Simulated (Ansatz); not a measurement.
# Nudged elastic band, with input and output: Sr₄Ti₄O₁₁ (charge +2) (part 1 of 2)

Sr₄Ti₄O₁₁ (defect cell, 19 atoms in the cell, total charge +2), computed with DFT PBE, scalar-relativistic, plane waves, PAW, no spin polarisation (Ansatz 0.2.0).

The structure derives from a Materials Project entry. It belongs to a series of runs on one base structure; here: climbing-image band for the jump of O by 2.51 A. Figures and captions count atoms from 1; the log counts them from 0 in places.

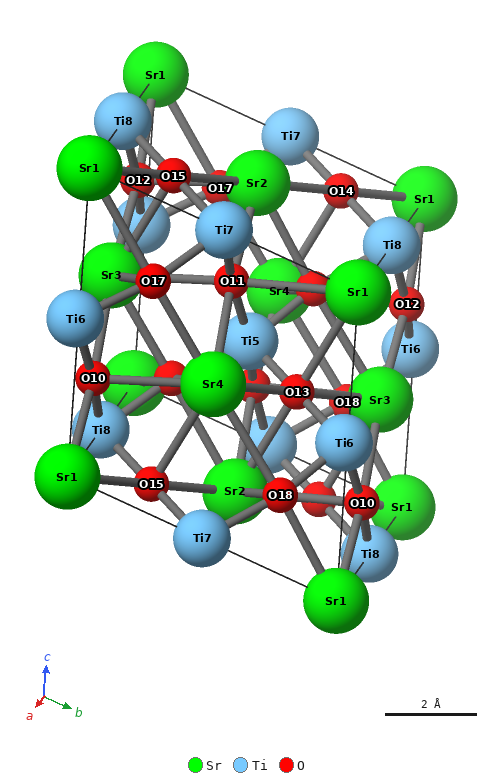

**Figure 1.** The starting structure (ball-and-stick view of the cell of the calculation, seen slightly off an axis; atoms are numbered from 1 in the order of the input).

### Input file
```yaml
crystal:
  lattice:
    - [-3.9364226094, 3.9364226094, 3.9364226094]
    - [3.9364226094, -3.9364226094, 3.9364226094]
    - [3.9364226094, 3.9364226094, -3.9364226094]
  atoms:
    - { symbol: Sr, position: [-0.0006841079, -0.0006841079, -0.0013682158] }
    - { symbol: Sr, position: [0.5006841079, 0.5006841079, 0.0013682158] }
    - { symbol: Sr, position: [0.5006841079, -0.0006841079, 0.5] }
    - { symbol: Sr, position: [-0.0006841079, 0.5006841079, 0.5] }
    - { symbol: Ti, position: [0.5166314783, 0.5166314783, 0.5] }
    - { symbol: Ti, position: [-0.0166314783, -0.0166314783, 0.5] }
    - { symbol: Ti, position: [0.0, 0.5, 0.0] }
    - { symbol: Ti, position: [0.5, 0.0, 0.0] }
    - { symbol: O, position: [0.2380841942, 0.4816847366, 0.2563994577] }
    - { symbol: O, position: [0.7747147211, 0.0183152634, 0.2563994577] }
    - { symbol: O, position: [0.7252852789, 0.4816847366, 0.7436005423] }
    - { symbol: O, position: [0.2619158058, 0.0183152634, 0.7436005423] }
    - { symbol: O, position: [0.75, 0.75, 0.5] }
    - { symbol: O, position: [0.25, 0.75, 0.0] }
    - { symbol: O, position: [0.75, 0.25, 0.0] }
    - { symbol: O, position: [0.4816847366, 0.7252852789, 0.7436005423] }
    - { symbol: O, position: [0.0183152634, 0.2619158058, 0.7436005423] }
    - { symbol: O, position: [0.0183152634, 0.7747147211, 0.2563994577] }
    - { symbol: O, position: [0.4816847366, 0.2380841942, 0.2563994577] }
total_charge: 2
basis:
  ecutwfc: 420
  xc_grid: 2
kpoints:
  mp_grid: { grid: [3, 3, 3], shift: [0.0, 0.0, 0.0] }
hamiltonian:
  xc: pbe
scf:
  occupations: { method: gaussian, width: 0.02 }
output:
  forces: true
neb:
  images: 3
  f_tol: 0.05
  max_iterations: 70
  order_check: false
  final_atoms:
    - { symbol: Sr, position: [-0.0006840846, -0.0013681692, -0.0006840846] }
    - { symbol: Sr, position: [0.5006840846, 0.5, -0.0006840846] }
    - { symbol: Sr, position: [0.5006840846, 0.0013681692, 0.5006840846] }
    - { symbol: Sr, position: [-0.0006840846, 0.5, 0.5006840846] }
    - { symbol: Ti, position: [0.5166314697, 0.5, 0.5166314697] }
    - { symbol: Ti, position: [0.0, 0.0, 0.5] }
    - { symbol: Ti, position: [-0.0166314697, 0.5, -0.0166314697] }
    - { symbol: Ti, position: [0.5, 0.0, 0.0] }
    - { symbol: O, position: [0.238084153, 0.2563994639, 0.4816846891] }
    - { symbol: O, position: [0.75, 0.0, 0.25] }
    - { symbol: O, position: [0.75, 0.5, 0.75] }
    - { symbol: O, position: [0.25, 0.0, 0.75] }
    - { symbol: O, position: [0.7252852251, 0.7436005361, 0.4816846891] }
    - { symbol: O, position: [0.261915847, 0.7436005361, 0.0183153109] }
    - { symbol: O, position: [0.7747147749, 0.2563994639, 0.0183153109] }
    - { symbol: O, position: [0.4816846891, 0.7436005361, 0.7252852251] }
    - { symbol: O, position: [0.0183153109, 0.2563994639, 0.7747147749] }
    - { symbol: O, position: [0.0183153109, 0.7436005361, 0.261915847] }
    - { symbol: O, position: [0.4816846891, 0.2563994639, 0.238084153] }
```

Hardware: 8 threads of AMD EPYC (Zen 3), 189 GiB of memory available, shared host.

Launched with:
```bash
ansatz run input.yaml --threads 8 --pin off --max-ram 20480MiB --backend cpu --events-out ev --progress --plain --runs-dir out
```

### What the program printed
```
Warning: neb: disabling space-group detection — the band's intermediate images generally break the endpoint symmetry, so no spatial operation reduces the k-mesh or symmetrises the density, except that a semilocal band can use its path's symmetry ahead of convergence; time reversal is kept, so that k and −k are solved as one point where they differ and the mesh holds both, and exact exchange and, on two spinor components, a DFT+U term hold to it where the run has them: on two components no moment then forms, and a state that bears one, which a typed moment (crystal.atoms[].spin; refused beside efield: under a hybrid functional) reaches, can lie lower, under hf by electronvolts; crystal.symmetry.detect: false (a key that needs symmetry detection or time reversal refuses this as the deck is read) with time_reversal: false beside it drops time reversal too
Engine: ansatz 0.2.0, x86_64-unknown-linux-gnu
Pseudopotentials: kind: paw
Pseudopotential: Sr, paw, valence charge 10, recommended cutoff 420 eV (normal), Sr.paw.azcp
Pseudopotential: Ti, paw, valence charge 12, recommended cutoff 420 eV (normal), Ti.paw.azcp
Pseudopotential: O, paw, valence charge 6, recommended cutoff 420 eV (normal), O.paw.azcp
Functional definition: PBE
  parameter kappa = 0.804
  parameter beta = 0.06672455060314922
  exchange = pbe_x(kappa = kappa, mu = beta*pi^2/3)
  correlation = pbe_c(beta = beta)
parallel-image band execution: 3 concurrent image workers
NEB image 0
Crystal: 19 atoms, lattice volume = 243.986 Å³
Basis set: ecut = 420 eV, 4753 PW (Γ), exchange–correlation on 96×96×96 points (8 copies of the dense FFT grid, shifted against one another)
Bands: 95, of which v1, the nominal top of the filled ones, is band 76 counted from 1 (75 counted from 0)
Symmetry: 1 space group operations
k-points: 14 of 27 (time reversal used)
Non-local potential: Sr, projectors of the file, l = 0: 3, l = 1: 2, l = 2: 2
Non-local potential: Ti, projectors of the file, l = 0: 3, l = 1: 2, l = 2: 3, l = 3: 1
Non-local potential: O, projectors of the file, l = 0: 2, l = 1: 2, l = 2: 1
PAW form: soft (Blöchl's): semilocal exchange-correlation on the pseudo side does not see the compensation charge
PAW one-centre angular grid: Sr, 110 points (default); XC on 64 Gauss nodes
PAW one-centre angular grid: Ti, 590 points (default); XC on 64 Gauss nodes
PAW one-centre angular grid: O, 110 points (default); XC on 64 Gauss nodes
Initial density: superposition of atomic densities (neutral atoms scaled as one to the charged cell's electrons: chi_scale 0, normalization atom), corrected by the library's trained network
Initial wavefunctions: pseudopotential atomic-orbital guess
Functional: x = pbe(κ = 0.804, μ = 0.2195149727645171), c = pbe(β = 0.06672455060314922)
SCF iter   1: F=—  HF=-30471.225829 eV  |F-HF|=—  |Δ(HF+E_count)|=         —  Δρ=2.41e-2  dr2=1.49e0  ethr=1.77e-3  ⟨swp⟩=7.5  Hψ=6007  notcnv=0  defer=2
preconditioner: auto → Resta (q_TF=auto, 2.521 Å⁻¹)  ε∞=5.7  [insulator: Δε(μ)=1.784 eV  Ē_g=11.601 eV  σ=0.020 eV  W_gap=1.00  n_scr=54 (ndim 8)  ℏωp=25.2 eV  f_vac=0.000  D(μ)=0.00/eV (n_scr^D=0)  ε∞_Penn≈5.7]
SCF iter   2: F=—  HF=-30470.859226 eV  |F-HF|=—  |Δ(HF+E_count)|=   3.67e-1  Δρ=8.09e-3  dr2=3.24e-1  ethr=9.80e-4  ⟨swp⟩=2.4  Hψ=2058  notcnv=0  defer=181
SCF iter   3: F=—  HF=-30470.794037 eV  |F-HF|=—  |Δ(HF+E_count)|=   6.52e-2  Δρ=3.14e-3  dr2=6.45e-2  ethr=2.13e-4  ⟨swp⟩=3.0  Hψ=1881  notcnv=0  defer=181
SCF iter   4: F=—  HF=-30470.788912 eV  |F-HF|=—  |Δ(HF+E_count)|=   5.12e-3  Δρ=9.53e-4  dr2=4.23e-3  ethr=4.25e-5  ⟨swp⟩=2.9  Hψ=2273  notcnv=0  defer=181
SCF iter   5: F=—  HF=-30470.791116 eV  |F-HF|=—  |Δ(HF+E_count)|=   2.20e-3  Δρ=2.64e-4  dr2=2.01e-4  ethr=2.78e-6  ⟨swp⟩=2.6  Hψ=2226  notcnv=0  defer=181
SCF iter   6: F=—  HF=-30470.791347 eV  |F-HF|=—  |Δ(HF+E_count)|=   2.32e-4  Δρ=9.63e-5  dr2=1.87e-5  ethr=1.32e-7  ⟨swp⟩=2.0  Hψ=2237  notcnv=0  defer=181
SCF iter   7: F=—  HF=-30470.791082 eV  |F-HF|=—  |Δ(HF+E_count)|=   2.65e-4  Δρ=2.22e-5  dr2=1.07e-6  ethr=1.23e-8  ⟨swp⟩=2.0  Hψ=2338  notcnv=0  defer=181
SCF iter   8: F=-30470.791083 eV  HF=-30470.791083 eV  |F-HF|=4.28e-8  |Δ(HF+E_count)|=   1.11e-6  Δρ=5.73e-6  dr2=5.66e-8  ethr=6.58e-11  ⟨swp⟩=3.9  Hψ=5581  notcnv=0
SCF 1 converged in 8 iterations: F = -30470.791083 eV  dr2 = 5.66e-8
  greatest PAW one-centre occupation: 0.999 electrons in one spin orbital (limit 2), on the Ti atom at site 6 (counted from 0), in its partial waves of l = 0
NSCF: frozen V_eff on 14 k-points
NEB image 4
SCF iter   1: F=—  HF=-30471.225790 eV  |F-HF|=—  |Δ(HF+E_count)|=         —  Δρ=2.41e-2  dr2=1.49e0  ethr=1.77e-3  ⟨swp⟩=7.4  Hψ=6017  notcnv=0  defer=2
SCF iter   2: F=—  HF=-30470.859245 eV  |F-HF|=—  |Δ(HF+E_count)|=   3.67e-1  Δρ=8.09e-3  dr2=3.23e-1  ethr=9.80e-4  ⟨swp⟩=2.5  Hψ=2059  notcnv=0  defer=181
SCF iter   3: F=—  HF=-30470.794074 eV  |F-HF|=—  |Δ(HF+E_count)|=   6.52e-2  Δρ=3.14e-3  dr2=6.46e-2  ethr=2.13e-4  ⟨swp⟩=2.9  Hψ=1880  notcnv=0  defer=181
SCF iter   4: F=—  HF=-30470.788928 eV  |F-HF|=—  |Δ(HF+E_count)|=   5.15e-3  Δρ=9.55e-4  dr2=4.23e-3  ethr=4.25e-5  ⟨swp⟩=3.0  Hψ=2266  notcnv=0  defer=181
SCF iter   5: F=—  HF=-30470.791134 eV  |F-HF|=—  |Δ(HF+E_count)|=   2.21e-3  Δρ=2.65e-4  dr2=2.02e-4  ethr=2.78e-6  ⟨swp⟩=2.6  Hψ=2226  notcnv=0  defer=181
SCF iter   6: F=—  HF=-30470.791359 eV  |F-HF|=—  |Δ(HF+E_count)|=   2.25e-4  Δρ=9.77e-5  dr2=1.93e-5  ethr=1.33e-7  ⟨swp⟩=2.0  Hψ=2232  notcnv=0  defer=181
SCF iter   7: F=—  HF=-30470.791082 eV  |F-HF|=—  |Δ(HF+E_count)|=   2.77e-4  Δρ=2.25e-5  dr2=1.10e-6  ethr=1.27e-8  ⟨swp⟩=2.0  Hψ=2338  notcnv=0  defer=181
SCF iter   8: F=-30470.791083 eV  HF=-30470.791083 eV  |F-HF|=4.28e-8  |Δ(HF+E_count)|=   1.11e-6  Δρ=5.85e-6  dr2=5.91e-8  ethr=6.58e-11  ⟨swp⟩=3.9  Hψ=5570  notcnv=0
SCF 2 converged in 8 iterations: F = -30470.791083 eV  dr2 = 5.91e-8
[... from here on the iterations of each SCF are left out, up to the last one ...]
NSCF: frozen V_eff on 14 k-points
NEB end point (image 0): max|allowed force component| = 6.112e-3 eV/Å (the criterion of neb.relax_end_points is 1.000e-2)
NEB end point (image 4): max|allowed force component| = 6.111e-3 eV/Å (the criterion of neb.relax_end_points is 1.000e-2)
NEB image 1
preconditioner: auto → Resta (q_TF=auto, 2.521 Å⁻¹)  ε∞=5.6  [insulator: Δε(μ)=1.948 eV  Ē_g=11.712 eV  σ=0.020 eV  W_gap=1.00  n_scr=54 (ndim 8)  ℏωp=25.2 eV  f_vac=0.000  D(μ)=0.00/eV (n_scr^D=0)  ε∞_Penn≈5.6]
SCF 3 converged in 9 iterations: F = -30469.688893 eV  dr2 = 1.30e-8
NEB image 2
preconditioner: auto → Resta (q_TF=auto, 2.521 Å⁻¹)  ε∞=5.6  [insulator: Δε(μ)=2.005 eV  Ē_g=11.788 eV  σ=0.020 eV  W_gap=1.00  n_scr=54 (ndim 8)  ℏωp=25.2 eV  f_vac=0.000  D(μ)=0.00/eV (n_scr^D=0)  ε∞_Penn≈5.6]
SCF 4 converged in 9 iterations: F = -30468.497583 eV  dr2 = 9.46e-9
NEB image 3
SCF 5 converged in 9 iterations: F = -30469.688893 eV  dr2 = 1.29e-8
NEB iter   1: max|band force component| = 7.325e0 eV/Å  barrier→ = 2.2935 eV  barrier← = 2.2935 eV  Δτ_max = 0.1947 Å  (43 SCF iters)
NEB image 1
Initial density: handed on by an earlier stage of this run
Initial wavefunctions: those handed on with the density
preconditioner: auto → Resta (q_TF=auto, 2.521 Å⁻¹)  ε∞=5.6  [insulator: Δε(μ)=1.814 eV  Ē_g=11.733 eV  σ=0.020 eV  W_gap=1.00  n_scr=54 (ndim 8)  ℏωp=25.2 eV  f_vac=0.020  D(μ)=0.00/eV (n_scr^D=0)  ε∞_Penn≈5.6]
SCF 6 converged in 12 iterations: F = -30470.100942 eV  dr2 = 2.99e-8
NEB image 2
preconditioner: auto → Resta (q_TF=auto, 2.521 Å⁻¹)  ε∞=5.5  [insulator: Δε(μ)=1.768 eV  Ē_g=11.810 eV  σ=0.020 eV  W_gap=1.00  n_scr=54 (ndim 8)  ℏωp=25.2 eV  f_vac=0.025  D(μ)=0.00/eV (n_scr^D=0)  ε∞_Penn≈5.5]
SCF 7 converged in 12 iterations: F = -30469.437140 eV  dr2 = 8.56e-8
NEB image 3
SCF 8 converged in 12 iterations: F = -30470.100942 eV  dr2 = 3.00e-8
NEB iter   2: max|band force component| = 2.253e0 eV/Å  barrier→ = 1.3539 eV  barrier← = 1.3539 eV  Δτ_max = 0.1441 Å  (36 SCF iters)
[... from here on the SCF iterations and repeated set-up lines of each step are left out, up to the last step ...]
NEB image 1
SCF 9 converged in 12 iterations: F = -30470.388209 eV  dr2 = 2.17e-8
NEB image 2
SCF 10 converged in 12 iterations: F = -30469.988641 eV  dr2 = 8.97e-9
NEB image 3
SCF 11 converged in 12 iterations: F = -30470.388209 eV  dr2 = 2.20e-8
NEB iter   3: max|band force component| = 1.421e0 eV/Å  barrier→ = 0.8024 eV  barrier← = 0.8024 eV  Δτ_max = 0.0326 Å  (36 SCF iters)
NEB image 1
SCF 12 converged in 9 iterations: F = -30470.427527 eV  dr2 = 5.86e-8
NEB image 2
SCF 13 converged in 9 iterations: F = -30470.067908 eV  dr2 = 7.88e-8
NEB image 3
SCF 14 converged in 9 iterations: F = -30470.427527 eV  dr2 = 5.88e-8
NEB iter   4: max|band force component| = 6.711e-1 eV/Å  barrier→ = 0.7232 eV  barrier← = 0.7232 eV  Δτ_max = 0.0374 Å  (27 SCF iters)
NEB image 1
SCF 15 converged in 9 iterations: F = -30470.450233 eV  dr2 = 6.20e-8
NEB image 2
SCF 16 converged in 9 iterations: F = -30470.096425 eV  dr2 = 8.30e-8
NEB image 3
SCF 17 converged in 9 iterations: F = -30470.450233 eV  dr2 = 6.20e-8
NEB iter   5: max|band force component| = 2.558e-1 eV/Å  barrier→ = 0.6947 eV  barrier← = 0.6947 eV  CI = image 2  Δτ_max = 0.0123 Å  (27 SCF iters)
NEB image 1
SCF 18 converged in 8 iterations: F = -30470.454489 eV  dr2 = 5.51e-8
NEB image 2
SCF 19 converged in 8 iterations: F = -30470.102140 eV  dr2 = 5.70e-8
NEB image 3
SCF 20 converged in 8 iterations: F = -30470.454489 eV  dr2 = 5.48e-8
NEB iter   6: max|band force component| = 1.569e-1 eV/Å  barrier→ = 0.6889 eV  barrier← = 0.6889 eV  CI = image 2  Δτ_max = 0.0172 Å  (24 SCF iters)
NEB image 1
SCF 21 converged in 9 iterations: F = -30470.460521 eV  dr2 = 2.14e-8
NEB image 2
SCF 22 converged in 9 iterations: F = -30470.110845 eV  dr2 = 2.55e-8
NEB image 3
SCF 23 converged in 9 iterations: F = -30470.460520 eV  dr2 = 2.14e-8
NEB iter   7: max|band force component| = 1.855e-1 eV/Å  barrier→ = 0.6802 eV  barrier← = 0.6802 eV  CI = image 2  Δτ_max = 0.0086 Å  (27 SCF iters)
NEB image 1
SCF 24 converged in 8 iterations: F = -30470.465261 eV  dr2 = 3.36e-8
NEB image 2
SCF 25 converged in 7 iterations: F = -30470.115751 eV  dr2 = 2.68e-8
NEB image 3
SCF 26 converged in 8 iterations: F = -30470.465261 eV  dr2 = 3.40e-8
NEB iter   8: max|band force component| = 2.006e-1 eV/Å  barrier→ = 0.6753 eV  barrier← = 0.6753 eV  CI = image 2  Δτ_max = 0.0086 Å  (23 SCF iters)
NEB image 1
SCF 27 converged in 8 iterations: F = -30470.469346 eV  dr2 = 3.38e-8
NEB image 2
SCF 28 converged in 6 iterations: F = -30470.120455 eV  dr2 = 8.73e-8
NEB image 3
SCF 29 converged in 8 iterations: F = -30470.469346 eV  dr2 = 3.38e-8
NEB iter   9: max|band force component| = 2.328e-1 eV/Å  barrier→ = 0.6706 eV  barrier← = 0.6706 eV  CI = image 2  Δτ_max = 0.0086 Å  (22 SCF iters)
NEB image 1
SCF 30 converged in 8 iterations: F = -30470.474376 eV  dr2 = 1.71e-8
NEB image 2
SCF 31 converged in 7 iterations: F = -30470.124991 eV  dr2 = 3.16e-8
NEB image 3
SCF 32 converged in 8 iterations: F = -30470.474375 eV  dr2 = 1.75e-8
NEB iter  10: max|band force component| = 2.201e-1 eV/Å  barrier→ = 0.6661 eV  barrier← = 0.6661 eV  CI = image 2  Δτ_max = 0.0171 Å  (23 SCF iters)
NEB image 1
SCF 33 converged in 8 iterations: F = -30470.481598 eV  dr2 = 4.42e-8
NEB image 2
SCF 34 converged in 8 iterations: F = -30470.133599 eV  dr2 = 3.89e-8
NEB image 3
SCF 35 converged in 8 iterations: F = -30470.481598 eV  dr2 = 4.41e-8
NEB iter  11: max|band force component| = 2.549e-1 eV/Å  barrier→ = 0.6575 eV  barrier← = 0.6575 eV  CI = image 2  Δτ_max = 0.0342 Å  (24 SCF iters)
NEB image 1
SCF 36 converged in 9 iterations: F = -30470.492818 eV  dr2 = 2.84e-8
NEB image 2
SCF 37 converged in 9 iterations: F = -30470.146970 eV  dr2 = 3.42e-8
NEB image 3
SCF 38 converged in 9 iterations: F = -30470.492818 eV  dr2 = 2.84e-8
NEB iter  12: max|band force component| = 2.082e-1 eV/Å  barrier→ = 0.6441 eV  barrier← = 0.6441 eV  CI = image 2  Δτ_max = 0.0343 Å  (27 SCF iters)
NEB image 1
SCF 39 converged in 9 iterations: F = -30470.497969 eV  dr2 = 2.96e-8
NEB image 2
SCF 40 converged in 9 iterations: F = -30470.151151 eV  dr2 = 2.16e-8
NEB image 3
SCF 41 converged in 9 iterations: F = -30470.497969 eV  dr2 = 2.96e-8
NEB iter  13: max|band force component| = 2.684e-1 eV/Å  barrier→ = 0.6399 eV  barrier← = 0.6399 eV  CI = image 2  Δτ_max = 0.0117 Å  (27 SCF iters)
NEB image 1
SCF 42 converged in 7 iterations: F = -30470.501327 eV  dr2 = 8.67e-8
NEB image 2
SCF 43 converged in 7 iterations: F = -30470.151578 eV  dr2 = 3.44e-8
NEB image 3
SCF 44 converged in 7 iterations: F = -30470.501327 eV  dr2 = 8.66e-8
NEB iter  14: max|band force component| = 1.381e-1 eV/Å  barrier→ = 0.6395 eV  barrier← = 0.6395 eV  CI = image 2  Δτ_max = 0.0172 Å  (21 SCF iters)
NEB image 1
SCF 45 converged in 8 iterations: F = -30470.499047 eV  dr2 = 6.03e-8
NEB image 2
SCF 46 converged in 7 iterations: F = -30470.152089 eV  dr2 = 2.47e-8
NEB image 3
SCF 47 converged in 8 iterations: F = -30470.499047 eV  dr2 = 6.05e-8
NEB iter  15: max|band force component| = 1.785e-1 eV/Å  barrier→ = 0.6390 eV  barrier← = 0.6390 eV  CI = image 2  Δτ_max = 0.0080 Å  (23 SCF iters)
NEB image 1
SCF 48 converged in 8 iterations: F = -30470.501991 eV  dr2 = 3.64e-8
NEB image 2
SCF 49 converged in 6 iterations: F = -30470.152219 eV  dr2 = 7.66e-8
NEB image 3
SCF 50 converged in 8 iterations: F = -30470.501991 eV  dr2 = 3.56e-8
NEB iter  16: max|band force component| = 9.045e-2 eV/Å  barrier→ = 0.6389 eV  barrier← = 0.6389 eV  CI = image 2  Δτ_max = 0.0085 Å  (22 SCF iters)
NEB image 1
SCF 51 converged in 8 iterations: F = -30470.503482 eV  dr2 = 4.32e-8
NEB image 2
SCF 52 converged in 6 iterations: F = -30470.152220 eV  dr2 = 5.13e-8
NEB image 3
SCF 53 converged in 8 iterations: F = -30470.503482 eV  dr2 = 4.33e-8
NEB iter  17: max|band force component| = 9.426e-2 eV/Å  barrier→ = 0.6389 eV  barrier← = 0.6389 eV  CI = image 2  Δτ_max = 0.0042 Å  (22 SCF iters)
NEB image 1
preconditioner: auto → Resta (q_TF=auto, 2.521 Å⁻¹)  ε∞=5.6  [insulator: Δε(μ)=2.157 eV  Ē_g=11.794 eV  σ=0.020 eV  W_gap=1.00  n_scr=54 (ndim 8)  ℏωp=25.2 eV  f_vac=0.016  D(μ)=0.00/eV (n_scr^D=0)  ε∞_Penn≈5.6]
SCF 54 converged in 7 iterations: F = -30470.504109 eV  dr2 = 8.31e-8
NEB image 2
preconditioner: auto → Resta (q_TF=auto, 2.521 Å⁻¹)  ε∞=5.5  [insulator: Δε(μ)=2.215 eV  Ē_g=11.834 eV  σ=0.020 eV  W_gap=1.00  n_scr=54 (ndim 8)  ℏωp=25.2 eV  f_vac=0.014  D(μ)=0.00/eV (n_scr^D=0)  ε∞_Penn≈5.5]
SCF 55 converged in 6 iterations: F = -30470.152252 eV  dr2 = 2.70e-8
NEB image 3
iter 1 solved again at ethr=1.00e-6 eV; its pass at ethr=3.10e-3 eV (dr2=1.52e-3 eV) is discarded
SCF iter   1: F=—  HF=-30470.504820 eV  |F-HF|=—  |Δ(HF+E_count)|=         —  Δρ=5.95e-4  dr2=1.59e-3  ethr=1.00e-6  ⟨swp⟩=4.1  Hψ=4333  notcnv=0  defer=1
SCF iter   2: F=—  HF=-30470.504549 eV  |F-HF|=—  |Δ(HF+E_count)|=   2.72e-4  Δρ=3.59e-4  dr2=3.39e-4  ethr=1.00e-6  ⟨swp⟩=2.1  Hψ=1751  notcnv=0
SCF iter   3: F=—  HF=-30470.504481 eV  |F-HF|=—  |Δ(HF+E_count)|=   6.78e-5  Δρ=1.66e-4  dr2=1.34e-4  ethr=2.23e-7  ⟨swp⟩=2.0  Hψ=1927  notcnv=0
SCF iter   4: F=—  HF=-30470.504453 eV  |F-HF|=—  |Δ(HF+E_count)|=   2.81e-5  Δρ=6.37e-5  dr2=9.08e-6  ethr=8.84e-8  ⟨swp⟩=2.2  Hψ=1946  notcnv=0
SCF iter   5: F=—  HF=-30470.504109 eV  |F-HF|=—  |Δ(HF+E_count)|=   3.44e-4  Δρ=3.38e-5  dr2=2.34e-6  ethr=5.98e-9  ⟨swp⟩=2.0  Hψ=2114  notcnv=0
SCF iter   6: F=—  HF=-30470.504109 eV  |F-HF|=—  |Δ(HF+E_count)|=   7.51e-8  Δρ=1.55e-5  dr2=6.52e-7  ethr=1.54e-9  ⟨swp⟩=2.1  Hψ=2017  notcnv=0
SCF iter   7: F=-30470.504109 eV  HF=-30470.504109 eV  |F-HF|=7.06e-10  |Δ(HF+E_count)|=   3.55e-8  Δρ=5.38e-6  dr2=8.33e-8  ethr=6.58e-11  ⟨swp⟩=3.0  Hψ=5081  notcnv=0
SCF 56 converged in 7 iterations: F = -30470.504109 eV  dr2 = 8.33e-8
NEB image 1
NSCF: frozen V_eff on 14 k-points
NEB image 3
NSCF: frozen V_eff on 14 k-points
NEB image 2
NSCF: frozen V_eff on 14 k-points
the band table was solved once a step of the walk had ended and its energy, with any forces and stress, was formed, with the checks that follow a solve (5565 applications of the Hamiltonian). They found nothing against the state; the energy, forces and stress were not computed again (output.eigenvalues in the input reference)
NEB iter  18: max|band force component| = 1.853e-2 eV/Å  barrier→ = 0.6388 eV  barrier← = 0.6388 eV  CI = image 2  Δτ_max = 0.0000 Å  (20 SCF iters)
```

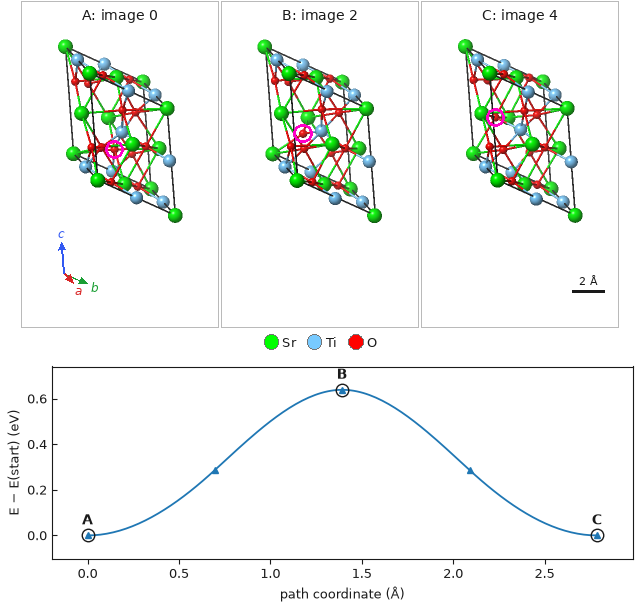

**Figure 2.** Images of the last band (counted from 0; ball-and-stick, simulation cell, seen slightly off an axis), with the moving atom and its periodic copies ringed, above the energy along the path; the line is a cubic interpolation that uses the forces. The highest image is number 2, 0.639 eV above the start and 0.639 eV above the end (the climbing image); start and end have the same energy. The path is 2.79 Å long, and O9 moves most (2.51 Å). The band converged in 18 iterations.
